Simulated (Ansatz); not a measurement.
TaSi2: several calculations on one system

Part 1: Relaxation

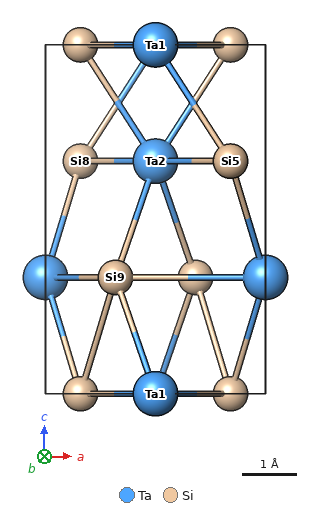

This is the input geometry for a relaxation of crystalline TaSi₂ (set up in P6_422). The picture is a ball-and-stick view of the cell of the calculation, seen along the b axis.

Level of theory: DFT PBE, scalar-relativistic, plane waves, PAW (Ansatz 0.2.0).

The input:
```yaml
crystal:
  lattice:
    - [4.7839004637, 0.0, 0.0]
    - [-2.3919502318, 4.1429793307, 0.0]
    - [0.0, 0.0, 6.57]
  atoms:
    - { symbol: Ta, position: [0.5, 0.0, 0.0] }
    - { symbol: Ta, position: [0.5, 0.5, 0.6666666667] }
    - { symbol: Ta, position: [0.0, 0.5, 0.3333333333] }
    - { symbol: Si, position: [0.15897, 0.31794, 0.0] }
    - { symbol: Si, position: [0.84103, 0.15897, 0.6666666667] }
    - { symbol: Si, position: [0.68206, 0.84103, 0.3333333333] }
    - { symbol: Si, position: [0.84103, 0.68206, 0.0] }
    - { symbol: Si, position: [0.15897, 0.84103, 0.6666666667] }
    - { symbol: Si, position: [0.31794, 0.15897, 0.3333333333] }
basis:
  ecutwfc: 420
kpoints:
  mp_grid: { grid: [12, 12, 6] }
hamiltonian:
  xc: pbe
scf:
  occupations: { method: gaussian, width: 0.1 }
output:
  forces: true
  stress: true
  eigenvalues: true
  write_density: true
  write_potential: true
  elf: true
  volumetric_format: npy
relax:
  adjacent_minimum: "off"
  f_tol: 0.005
  max_steps: 80
  cell: { stress_tol: 0.05 }
```

Launched with:
```bash
ansatz run input.yaml --threads 2 --pin off --max-ram 5120MiB --backend cpu --events-out ev --progress --plain --runs-dir out
```

Predict the outcome.

No atom moves by more than 0.005 Å relative to the cell. The drawn cell changes as follows: a = b 4.784 → 4.806 Å (+0.5 %), c 6.570 → 6.597 Å (+0.4 %); the volume changes by +1.3 %. Some distances before and after: Ta1–Ta2 3.243 → 3.257 Å, Ta1–Si4 2.826 → 2.839 Å, Ta1–Si4 (another image) 2.731 → 2.743 Å, Ta1–Si5 2.607 → 2.618 Å. The space group stays P6_422 (No. 181). The energy falls by 13.5 meV per cell of the calculation in 3 accepted moves (4 points after the start). The largest force component goes from 0.0052 to 0.0011 eV/Å. Pressure: 2.52 GPa at the start and 0.01 GPa at the end. At 1 point the geometry stayed and the basis and grid were re-selected for the new cell (energy shift of 0.5 meV per cell of the calculation at most each time). The run took 96 s on 2 threads of Intel(R) Xeon(R) Platinum 8488C (Sapphire Rapids) (shared host), peak memory 0.64 GiB.

Step by step:

| step | E − E(0), meV/atom | largest force component, eV/Å | pressure, GPa | volume, Å³/atom | note |
| --- | --- | --- | --- | --- | --- |
| 0 | 0.00 | 0.0052 | 2.52 | 14.468 |  |
| 1 | -0.67 | 0.0551 | -1.55 | 14.790 |  |
| 2 | -1.43 | 0.0059 | -0.02 | 14.663 |  |
| 3 | -1.44 | 0.0010 | 0.00 | 14.660 |  |
| 4 | -1.50 | 0.0011 | 0.01 | 14.660 | same geometry, new basis |

Part 2: Relaxation

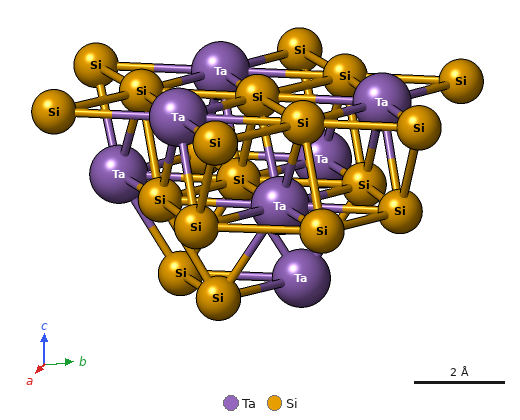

This is the input geometry for a relaxation of a slab of composition TaSi2 (cut from the P6_422 phase). Style: ball-and-stick. Shown: the atoms within 5.0 Å of the atom that moves most (axes of the 2 × 2 repeat of the cell, outlined in the plane, without the vacuum (origin shifted)), slightly off an axis.

Case: (0 0 1) slab, atoms relaxed. The slab is the (0 0 1) face of TaSi2.

The calculation used DFT PBE, scalar-relativistic, plane waves, PAW in Ansatz.

Input file:
```yaml
crystal:
  lattice:
    - [4.8056401735, 0.0, 0.0]
    - [-2.4028200868, 4.1618064717, 0.0]
    - [0.0, 0.0, 28.1943380557]
  atoms:
    - { symbol: Ta, position: [0.5, 0.0, 0.266010856] }
    - { symbol: Si, position: [0.8410854451, 0.6821708903, 0.266010856] }
    - { symbol: Si, position: [0.1589145549, 0.3178291097, 0.266010856] }
    - { symbol: Ta, position: [0.0, 0.5, 0.3440072373] }
    - { symbol: Si, position: [0.6821708903, 0.8410854451, 0.3440072373] }
    - { symbol: Si, position: [0.3178291097, 0.1589145549, 0.3440072373] }
    - { symbol: Ta, position: [0.5, 0.5, 0.4220036187] }
    - { symbol: Si, position: [0.1589145549, 0.8410854451, 0.4220036187] }
    - { symbol: Si, position: [0.8410854451, 0.1589145549, 0.4220036187] }
    - { symbol: Ta, position: [0.5, 0.0, 0.5] }
    - { symbol: Si, position: [0.8410854451, 0.6821708903, 0.5] }
    - { symbol: Si, position: [0.1589145549, 0.3178291097, 0.5] }
    - { symbol: Ta, position: [0.0, 0.5, 0.5779963813] }
    - { symbol: Si, position: [0.6821708903, 0.8410854451, 0.5779963813] }
    - { symbol: Si, position: [0.3178291097, 0.1589145549, 0.5779963813] }
    - { symbol: Ta, position: [0.5, 0.5, 0.6559927627] }
    - { symbol: Si, position: [0.1589145549, 0.8410854451, 0.6559927627] }
    - { symbol: Si, position: [0.8410854451, 0.1589145549, 0.6559927627] }
    - { symbol: Ta, position: [0.5, 0.0, 0.733989144] }
    - { symbol: Si, position: [0.8410854451, 0.6821708903, 0.733989144] }
    - { symbol: Si, position: [0.1589145549, 0.3178291097, 0.733989144] }
basis:
  ecutwfc: 420
kpoints:
  mp_grid: { grid: [9, 9, 1] }
hamiltonian:
  xc: pbe
scf:
  occupations: { method: gaussian, width: 0.1 }
output:
  forces: true
  eigenvalues: true
  write_density: true
  write_potential: true
  elf: true
  volumetric_format: npy
relax:
  adjacent_minimum: "off"
  f_tol: 0.02
  max_steps: 60
efield:
  axis: 3
  dipole_correction: true
  ramp_width: 0.04
```

Launched with:
```bash
ansatz run input.yaml --threads 2 --pin off --max-ram 5120MiB --backend cpu --events-out ev --progress --plain --runs-dir out
```

Question: Predict the outcome.

Answer: The energy falls by 0.315 eV per cell of the calculation in 5 geometry steps. The largest force component goes from 1.3 to 0.0059 eV/Å. The largest moves, 0.15 Å, are those of Si2, Si3, Si20 and Si21. Si21 goes at 49° to the normal (+c side). By element the largest moves are Si 0.15 Å, Ta 0.07 Å. The cell doesn't change. Among the contacts that change: Si20–Si21 2.645 → 2.872 Å, Si20–Si21 (another image) 2.841 → 2.717 Å, Ta19–Si20 2.839 → 2.731 Å, Si20–Si21 (another image) 2.841 → 2.738 Å. Among the angles between lasting bonds that change: Si18–Si21–Ta19 105.5° → 99.5°, Ta16–Si21–Ta19 122.8° → 117.0°, Ta19–Si21–Ta19 122.3° → 117.9°. Cost: 17 min on 2 threads of Intel(R) Xeon(R) Platinum 8488C (Sapphire Rapids) (shared host), peak memory 2 GiB.

The end point in the same view:

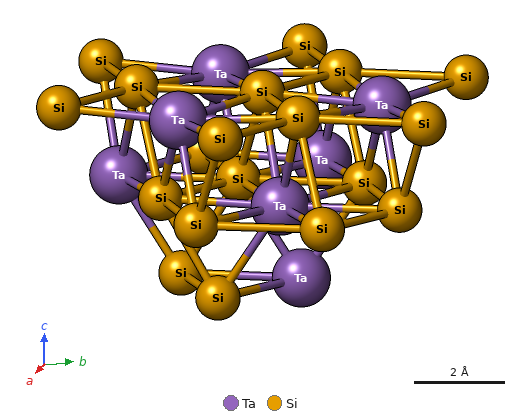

Part 3: A change

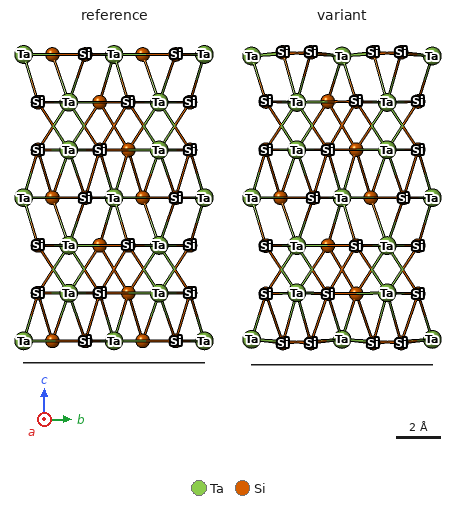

Left: a (0 0 1) slab of TaSi$_{2}$ as cut from the relaxed bulk. Right: the same structure after one change, at the same scale. Style: ball-and-stick. Shown: the 1 × 2 repeat of the cell, outlined in the plane, without the vacuum, along the a axis.

Level of theory: Ansatz 0.2.0, DFT PBE, scalar-relativistic, plane waves, PAW. (plane-wave cutoff 420 eV; occupations gaussian; smearing width 0.1 eV; no spin polarisation) The k-mesh is chosen for each cell (9×9×6, 9×9×1).

The atoms of the slab are relaxed at the bulk's in-plane cell.

### How do the computed properties respond?

The surface energy (mean of the two faces) falls from 2.45 to 2.32 J/m². The top spacing, between the TaSi2 and TaSi2 planes, goes from 2.20 to 2.22 Å (+1.1 %), the bottom one (TaSi2 to TaSi2) from 2.20 to 2.22 Å (+1.1 %). The top plane rumples by 0.17 Å. The cell doesn't change. The largest moves relative to the layer's centre, 0.15 Å, are those of Si atoms. By element the largest moves are Si 0.15 Å, Ta 0.07 Å. Some distances before and after: Si–Si 2.645 → 2.617 to 2.872 Å, Si–Ta 2.839 → 2.731 to 2.853 Å, Si–Si 2.566 → 2.578 to 2.653 Å, Si–Ta 2.618 → 2.537 to 2.681 Å.
